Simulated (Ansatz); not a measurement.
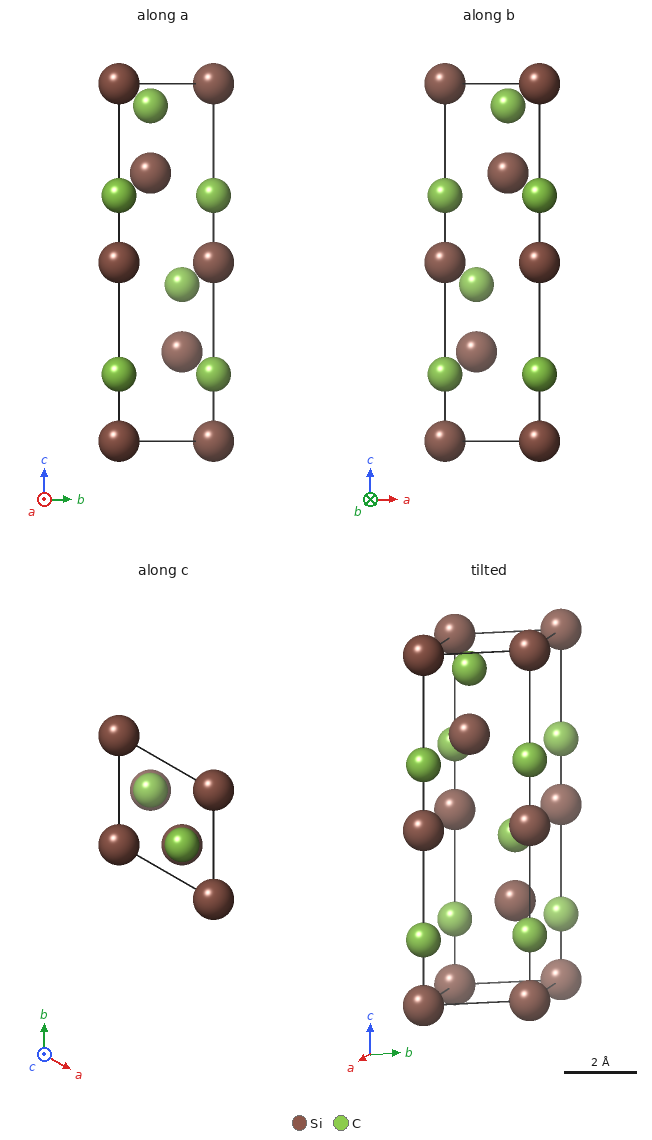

We look at a spheres-only model of the crystal along the a axis, along the b axis, along the c axis and slightly off an axis. Lines trace the edges of the conventional unit cell.

Lattice parameters: a = 3.075 Å, b = 3.075 Å, c = 10.067 Å, α = 90.00°, β = 90.00°, γ = 120.00°. Put a along x and b in the xy plane.

Write down what is shown as a POSCAR file, with free fractional coordinates to two decimals.

```
Si C
1.0
     3.075    0.000    0.000
    -1.537    2.663    0.000
     0.000    0.000   10.067
Si C
4 4
Direct
  0.00 0.00 0.00
  0.3333 0.6667 0.25
  0.00 0.00 0.50
  0.6667 0.3333 0.75
  0.00 0.00 0.19
  0.3333 0.6667 0.44
  0.00 0.00 0.69
  0.6667 0.3333 0.94
```

The structure comes from a structure type filled with these elements by a generator (whether the compound takes this form wasn't checked). Earlier steps of the study may have refined or changed the cell and positions. A calculation with Ansatz used it as input.
